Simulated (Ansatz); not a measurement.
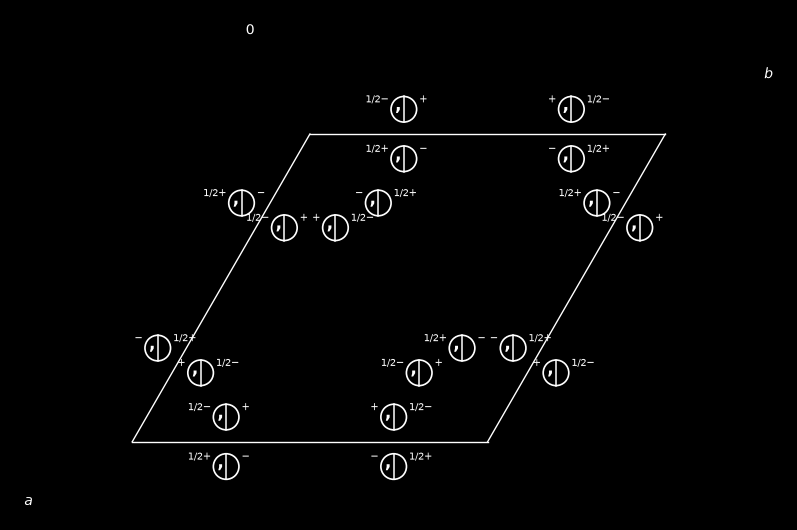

General positions of a space group, projected down c, computed from the operations of a computed or model structure of composition AlN, which need not be its known form.

A circle is a general position, a comma marks the mirror image, + and − with a fraction give the height (along the projection axis: ½+ is ½ plus the coordinate, − is its negative), and a split circle stands for two positions above each other.

**Give the Hermann–Mauguin symbol and number.**

P6₃/mmc, No. 194; primitive hexagonal, point group 6/mmm, 24 general positions a cell.

**Write the general positions (in any order).**

x, y, z
−x, −y, −z
x−y, x, z+1/2
−x+y, −x, −z+1/2
−y, x−y, z
y, −x+y, −z
−x, −y, z+1/2
x, y, −z+1/2
−x+y, −x, z
x−y, x, −z
y, −x+y, z+1/2
−y, x−y, −z+1/2
−y, −x, −z+1/2
y, x, z+1/2
−x, −x+y, −z
x, x−y, z
−x+y, y, −z+1/2
x−y, −y, z+1/2
y, x, −z
−y, −x, z
x, x−y, −z+1/2
−x, −x+y, z+1/2
x−y, −y, −z
−x+y, y, z
